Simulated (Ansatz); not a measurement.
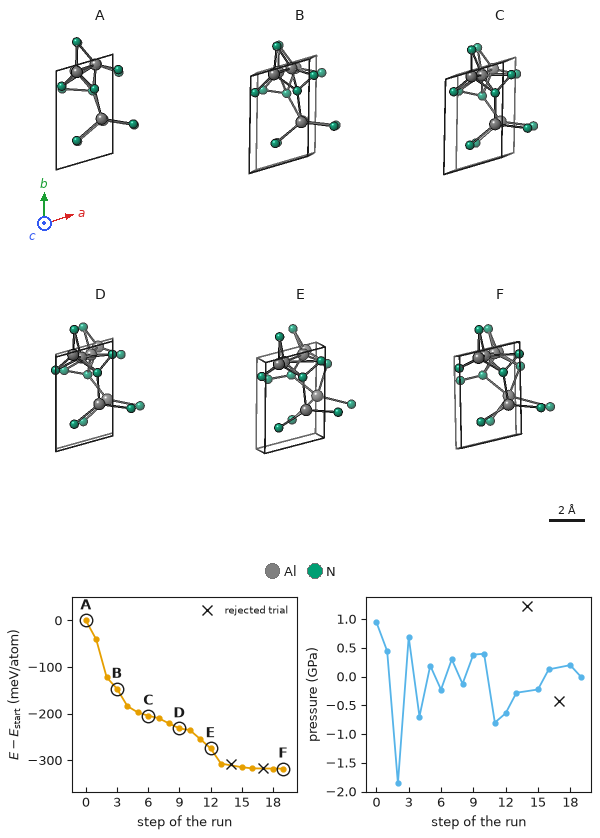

Frames of a relaxation of solid AlN (a generated structure, set up in P1) (coarse preliminary run), marked on the history of the run. The picture is a ball-and-stick view of the cell of the calculation, seen along the c axis.

Computed with Ansatz 0.2.0, DFT PBE, scalar-relativistic, plane waves, PAW.

Input file:
```yaml
crystal:
  lattice:
    - [-3.4363095565, -0.0288735871, -0.3341304031]
    - [-1.6655002943, 5.505577857, -0.2261982018]
    - [0.1639370399, 0.1045841705, -9.6790512273]
  atoms:
    - { symbol: Al, position: [0.3662235223, 0.9274516779, 0.8721406672] }
    - { symbol: Al, position: [0.3433608525, 0.942307605, 0.3791298814] }
    - { symbol: Al, position: [0.6945867583, 0.9497265798, 0.6162571878] }
    - { symbol: Al, position: [0.7028998246, 0.9491596357, 0.1105723825] }
    - { symbol: Al, position: [0.8033131164, 0.381595114, 0.7491082797] }
    - { symbol: Al, position: [0.8224722647, 0.3656572678, 0.2505142013] }
    - { symbol: "N", position: [0.6774260916, 0.7052884147, 0.760709799] }
    - { symbol: "N", position: [0.6435165085, 0.6913298981, 0.2495046051] }
    - { symbol: "N", position: [0.0991106481, 0.8295923136, 0.7542184728] }
    - { symbol: "N", position: [0.1055208198, 0.8013212059, 0.2523772205] }
    - { symbol: "N", position: [0.3626291114, 0.2345216668, 0.7499128304] }
    - { symbol: "N", position: [0.3789404819, 0.2220486206, 0.2555544723] }
basis:
  ecutwfc: 420
kpoints:
  mp_grid: { grid: [6, 6, 2] }
hamiltonian:
  xc: pbe
scf:
  occupations: { method: gaussian, width: 0.2 }
  lower_state_search: "off"
output:
  forces: true
  stress: true
  eigenvalues: true
relax:
  adjacent_minimum: "off"
  f_tol: 0.025
  max_steps: 60
  cell: { stress_tol: 0.25 }
```

Command:
```bash
ansatz run input.yaml --threads 1 --pin off --max-ram 2560MiB --backend cpu --events-out ev --progress --plain --runs-dir out
```

Q: What happens along the run?

A: The run was cut off at its time limit before the relaxation converged, so the last structure is only a point on the way. Over 17 accepted moves (19 points after the start) the energy falls by 318 meV per atom. The largest force component goes from 3.7 to 0.038 eV/Å. The pressure goes from 0.94 to −0.01 GPa. The line search rejected the trial steps at points 14, 17 of the run. The largest move relative to the cell is that of Al2, 1.04 Å roughly along +a. Largest moves by element: Al 1.04 Å, N 0.69 Å. The volume changes by −0.3 %, with a 3.453 → 3.616 Å (+4.7 %), b 5.756 → 5.379 Å (−6.6 %), c 9.681 → 9.744 Å (+0.7 %), α 87.4° → 86.9°, β 85.4° → 82.1°, γ 73.5° → 77.6°. Near-neighbour distances that change, for instance: Al6–N10 2.940 → 1.875 Å, Al2–N10 1.862 → 2.892 Å, Al2–N10 (another image) 2.730 → 1.971 Å, Al3–N9 2.603 → 1.914 Å. New bonds form: Al6–N10 (2.94 → 1.88 Å), N7–N9 (1.79 → 1.42 Å). Bonds break: Al2–N10 (1.86 → 2.89 Å). Bond angles that change, for instance: Al2–N8–N10 59.4° → 123.6°, Al1–Al3–Al2 126.8° → 176.4°, Al3–Al2–Al4 126.4° → 172.3°. The space group stays P1 (No. 1). From step 0 to 3: N8 moves most (0.41 Å), volume +2.2 %, energy −147 meV per atom. From step 3 to 6: Al3 moves most (0.42 Å), volume −2.0 %, energy −57.5 meV per atom. From step 6 to 9: Al atoms move most (0.41 Å), volume −4.6 %, energy −27.3 meV per atom. From step 9 to 12: Al atoms move most (0.45 Å), volume +3.5 %, energy −42.7 meV per atom. From step 12 to 19: Al6 moves most (0.43 Å), volume +0.9 %, energy −43.6 meV per atom.

```csv
step,"E − E(0), meV/atom","largest force component, eV/Å","pressure, GPa","volume, Å³/atom",note
0,0.00,3.6523,0.94,15.322,
1,-40.87,2.6667,0.44,15.301,
2,-121.78,2.0133,-1.86,15.698,
3,-146.86,3.8659,0.69,15.652,
4,-183.90,0.4476,-0.70,15.521,
5,-197.30,0.3194,0.19,15.407,
6,-204.39,0.5471,-0.23,15.340,
7,-209.66,0.4737,0.30,15.140,
8,-221.00,0.2947,-0.13,14.917,
9,-231.70,0.6124,0.38,14.632,
10,-235.18,0.9252,0.40,14.610,
11,-254.38,1.3079,-0.80,15.095,
12,-274.36,2.0053,-0.64,15.143,
13,-307.18,0.5777,-0.28,15.152,
14,-307.48,0.8566,1.23,15.006,rejected
15,-314.86,0.1921,-0.23,15.170,
16,-317.43,0.1208,0.12,15.208,
17,-316.98,0.2083,-0.43,15.354,rejected
18,-317.88,0.0709,0.20,15.230,
19,-317.96,0.0380,-0.01,15.272,
```
